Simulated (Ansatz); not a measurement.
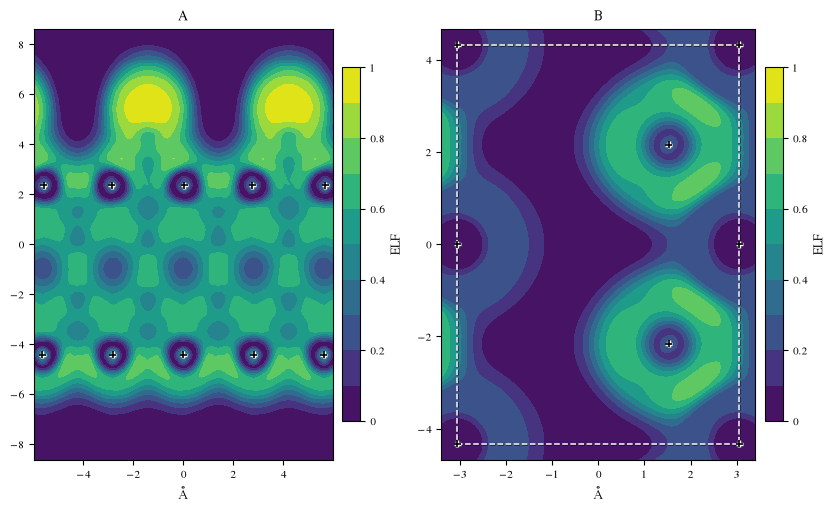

The ELF of 2 systems, each on a plane through atoms (crosses mark nuclei in the plane).

The calculation used DFT PBE+D3(BJ), scalar-relativistic, plane waves, PAW (Ansatz 0.2.0).

System 1: InAs, the (110) plane of the conventional cell. Space group F-43m.

System 2: Al (slab), the (100) plane of the calculation cell, a cut from vacuum to vacuum. Computed without spin polarisation.

```xyz
17
Lattice="5.6324 0.0000 0.0000 -2.8162 4.8778 0.0000 0.0000 0.0000 25.8983" Properties=species:S:1:pos:R:3 pbc="T T T"
Al    1.4081    0.8130    8.5001
Al    0.0000    3.2519    8.5001
Al    4.2243    0.8130    8.5001
Al    2.8162    3.2519    8.5001
Al    2.8162    1.6259   10.7993
Al    1.4081    4.0648   10.7993
Al    0.0000    1.6259   10.7993
Al   -1.4081    4.0648   10.7993
Al    4.2139    2.4451   13.0419
Al    2.8164    4.8657   13.0419
Al    1.4188    2.4451   13.0419
Al    2.8163    0.0000   13.0258
Al    0.0002    3.2007   15.2862
Al    1.3639    0.8387   15.2862
Al    2.8163    3.2519   15.4004
Al    4.2691    0.8388   15.2859
Al    2.8169    0.0004   17.3521
```

Which map belongs to which system?

Panel A is system 2, Al: the plane holds Al. Al–Al (2.73 Å): the ELF peaks at about 0.70 between the atoms. Panel B is system 1, InAs: the plane holds In and As. In–As (2.65 Å): the ELF peaks at about 0.75 between the atoms.
